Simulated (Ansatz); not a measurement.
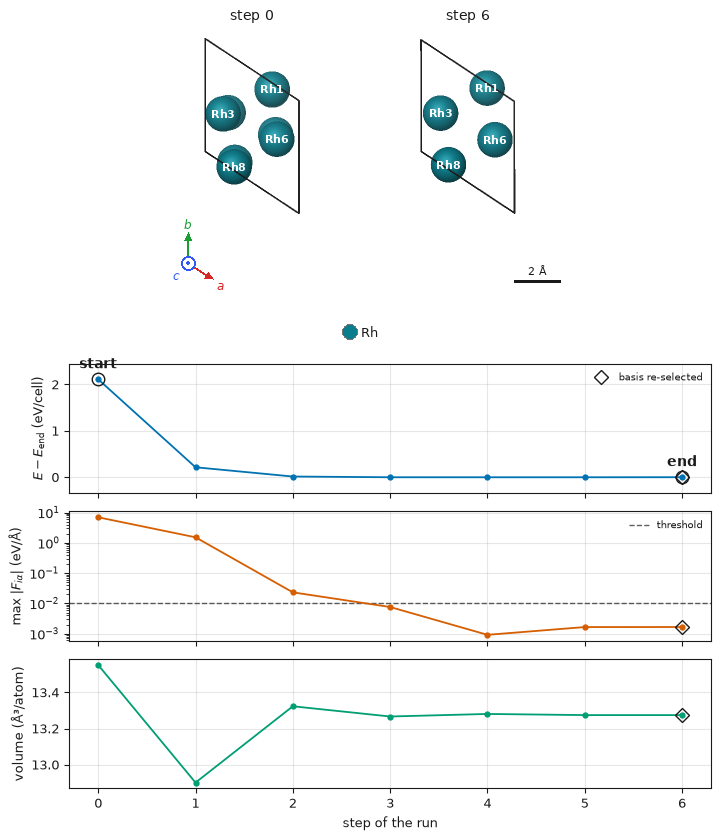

First and last geometry of a relaxation of solid Rh (set up in P1), with the history of the run. The picture is a spheres-only view of the cell of the calculation, reduced to other axes, seen along the c axis. Lengths and directions refer to the drawn axes.

Case: all atoms moved at random, sigma 0.1 Å for each component, cell strained at random, sigma 0.01; relaxed back.

Theory: Ansatz, DFT LDA, scalar-relativistic, plane waves, PAW. (plane-wave cutoff 420 eV; k-point mesh 8 × 8 × 8; occupations gaussian; smearing width 0.15 eV; no spin polarisation; cell and atoms relaxed; force threshold 0.01 eV/Å; at most 80 steps)

**Did the run converge, and what did it change?**

It converged. The largest move relative to the cell is that of a Rh atom, 0.28 Å along [3 −2 −1]. The drawn cell changes as follows: a 5.089 → 5.065 Å (−0.5 %), b 5.114 → 5.065 Å (−0.9 %), c 5.364 → 5.337 Å (−0.5 %); the volume changes by −2.0 %. Near-neighbour distances that change, for instance: Rh–Rh 3.013 → 2.648 Å, Rh–Rh 2.291 → 2.648 Å, Rh–Rh 2.310 → 2.646 Å, Rh–Rh 2.980 → 2.648 Å. The space group (tolerance 0.01 Å) goes from P1 (No. 1) to P6_3/mmc (No. 194). After 5 accepted moves (6 points after the start) the energy has fallen by 2.112 eV per cell of the calculation. The largest force component goes from 7 to 0.0017 eV/Å. The pressure goes from 7.05 to −0.01 GPa. The SCF was repeated once at an unchanged geometry on a basis and grid sized afresh for the cell, which shifted the energy by 1.2 meV per cell of the calculation at most. The run took 17 min on 2 threads of Arm Neoverse V1 (shared host), peak memory 1.7 GiB.
